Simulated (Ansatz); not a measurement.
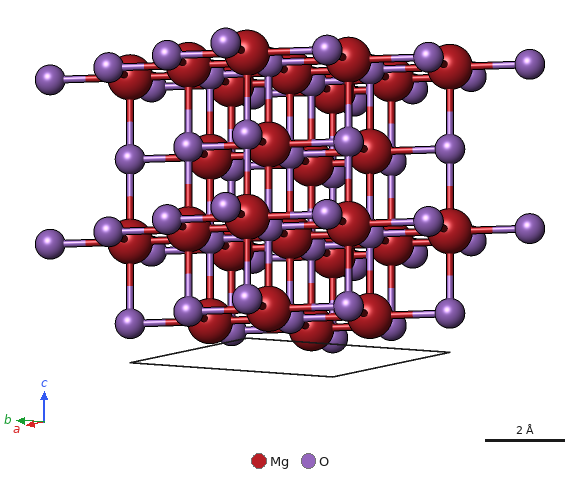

Starting structure of a slab of composition MgO (cut from the Fm-3m phase). A ball-and-stick model of the cell of the calculation, outlined in the plane, without the vacuum, seen from a free direction.

Case: clean slab, lower planes held. The slab is the (1 0 0) face of MgO. 16 atoms are held fixed.

Level of theory: Ansatz, DFT PBE+D3(BJ), scalar-relativistic, plane waves, PAW.

Input
```yaml
crystal:
  lattice:
    - [5.9506164706, 0.0, 0.0]
    - [0.0, 5.9506164706, 0.0]
    - [0.0, 0.0, 22.3115818879]
  atoms:
    - { symbol: Mg, position: [0.25, 0.25, 0.3585581713] }
    - { symbol: Mg, position: [0.25, 0.75, 0.3585581713] }
    - { symbol: Mg, position: [0.75, 0.25, 0.3585581713] }
    - { symbol: Mg, position: [0.75, 0.75, 0.3585581713] }
    - { symbol: O, position: [0.5, 0.5, 0.3585581713] }
    - { symbol: O, position: [0.5, 0.0, 0.3585581713] }
    - { symbol: O, position: [0.0, 0.5, 0.3585581713] }
    - { symbol: O, position: [0.0, 0.0, 0.3585581713] }
    - { symbol: Mg, position: [0.5, 0.5, 0.4528527238] }
    - { symbol: Mg, position: [0.5, 0.0, 0.4528527238] }
    - { symbol: Mg, position: [0.0, 0.5, 0.4528527238] }
    - { symbol: Mg, position: [0.0, 0.0, 0.4528527238] }
    - { symbol: O, position: [0.75, 0.75, 0.4528527238] }
    - { symbol: O, position: [0.75, 0.25, 0.4528527238] }
    - { symbol: O, position: [0.25, 0.75, 0.4528527238] }
    - { symbol: O, position: [0.25, 0.25, 0.4528527238] }
    - { symbol: Mg, position: [0.75, 0.75, 0.5471472762] }
    - { symbol: Mg, position: [0.75, 0.25, 0.5471472762] }
    - { symbol: Mg, position: [0.25, 0.75, 0.5471472762] }
    - { symbol: Mg, position: [0.25, 0.25, 0.5471472762] }
    - { symbol: O, position: [0.0, 0.0, 0.5471472762] }
    - { symbol: O, position: [0.0, 0.5, 0.5471472762] }
    - { symbol: O, position: [0.5, 0.0, 0.5471472762] }
    - { symbol: O, position: [0.5, 0.5, 0.5471472762] }
    - { symbol: Mg, position: [0.0, 0.0, 0.6414418287] }
    - { symbol: Mg, position: [0.0, 0.5, 0.6414418287] }
    - { symbol: Mg, position: [0.5, 0.0, 0.6414418287] }
    - { symbol: Mg, position: [0.5, 0.5, 0.6414418287] }
    - { symbol: O, position: [0.25, 0.25, 0.6414418287] }
    - { symbol: O, position: [0.25, 0.75, 0.6414418287] }
    - { symbol: O, position: [0.75, 0.25, 0.6414418287] }
    - { symbol: O, position: [0.75, 0.75, 0.6414418287] }
basis:
  ecutwfc: 420
kpoints:
  mp_grid: { grid: [3, 3, 1] }
hamiltonian:
  xc: pbe
  dispersion: d3bj
scf:
  occupations: { method: gaussian, width: 0.05 }
output:
  forces: true
  eigenvalues: true
  write_density: true
  write_potential: true
  elf: true
  volumetric_format: npy
relax:
  adjacent_minimum: "off"
  f_tol: 0.03
  max_steps: 70
  constraints: [{ sites: [0, 1, 2, 3, 4, 5, 6, 7, 8, 9, 10, 11, 12, 13, 14, 15] }]
efield:
  axis: 3
  dipole_correction: true
  ramp_width: 0.04
```

Launched with:
```bash
ansatz run input.yaml --threads 4 --pin off --max-ram 10240MiB --backend cpu --events-out ev --progress --plain --runs-dir out
```

Q: Predict the outcome.

A: After 3 geometry steps the energy has fallen by 52.0 meV per cell of the calculation. The largest force component goes from 0.53 to 0.0088 eV/Å. The largest moves, 0.046 Å, are those of O29, O30, O31 and O32. O29 goes along the normal (+c). Largest moves by element: O 0.046 Å, Mg 0.009 Å. The cell doesn't change. Among the contacts that change: Mg17–O32 2.104 → 2.141 Å. Among the angles between lasting bonds that change: Mg25–O30–Mg28 180.0° → 177.3°, O29–Mg27–O32 180.0° → 177.3°. Cost: 51 s on 4 threads of Arm Neoverse V1 (shared host), peak memory 1.7 GiB.

History of the run:

```csv
step,"E − E(0), meV/atom","largest force component, eV/Å"
0,0.00,0.5342
1,-1.49,0.1202
2,-1.60,0.0315
3,-1.62,0.0088
```
